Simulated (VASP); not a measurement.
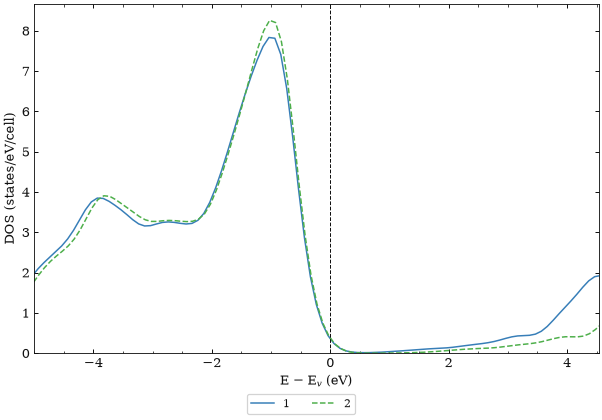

Total densities of states of rutile-type SnO2, space group P4_2/mnm (No. 136), 6 atoms in the cell (a = 4.830 Å, c = 3.242 Å (tetragonal axes)), by two methods on the same cell. The DOS curves are built from the levels of the k mesh with Gaussians 0.55 eV wide, which also blur the band edges; ripples of that width can come from the mesh. Each is counted from its own valence-band top.

### Which curve is which? The methods: r2SCAN, LDA.

1 is LDA; 2 is r2SCAN. LDA gives a gap of 0.53 eV and r2SCAN gives a gap of 1.32 eV.

Settings. LDA: VASP PAW LDA potentials, release 64 (Sn_d, O), no spin polarisation, no spin-orbit coupling, 8×8×10 k mesh, 450 eV cutoff, Gaussian smearing of 0.02 eV (VASP). r2SCAN: VASP PAW PBE potentials, release 64 (Sn_d, O), no spin polarisation, no spin-orbit coupling, 8×8×10 k mesh, 450 eV cutoff, Gaussian smearing of 0.02 eV (VASP 6.6.1).

Gaps are the smallest over all k points computed. LDA, GGA and most meta-GGA functionals understate gaps. The cell was derived from a database entry in an earlier step, so it needn't be the measured one. r2SCAN: the PAW data sets were made with another functional.
